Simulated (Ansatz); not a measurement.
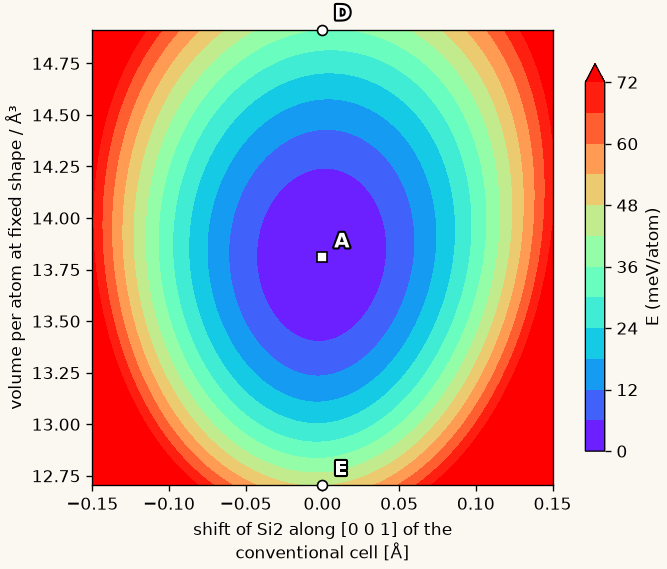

TiSi₂ (Immm, No. 71; 3 atoms in the cell). 
- The energy is mapped over a free internal coordinate and the cell.
- Coordinates scanned: (1) shift of Si2 along [0 0 1] of the conventional cell, Cartesian (0 0 1), its symmetry partners moved as symmetry demands (measured in the relaxed cell); (2) volume per atom at fixed shape.
- Nothing is relaxed (all other coordinates fixed).
- The grid has 5 × 5 points.
- Points are written as (first, second).
- Energies are in meV/atom, from the lowest grid point.
- These are results of DFT PBEsol, scalar-relativistic, plane waves, PAW (Ansatz 0.2.0), not measurements. Settings: cutoff 520 eV, k-mesh 18×18×18, gaussian smearing 0.15 eV, no spin polarisation.

In the figure: filled contours, one colour for all values above the top of the scale, lettered points. Between grid points the surface is interpolated.

**Is E the lowest point of the computed grid?**

No. E lies 48 meV/atom above the lowest grid point, which is at (0.000 Å, 13.81 Å³).

**Rank the lettered points by energy, lowest first.**

A (0 meV/atom), D (36 meV/atom), E (48 meV/atom).

PAW datasets: the set soft_1.
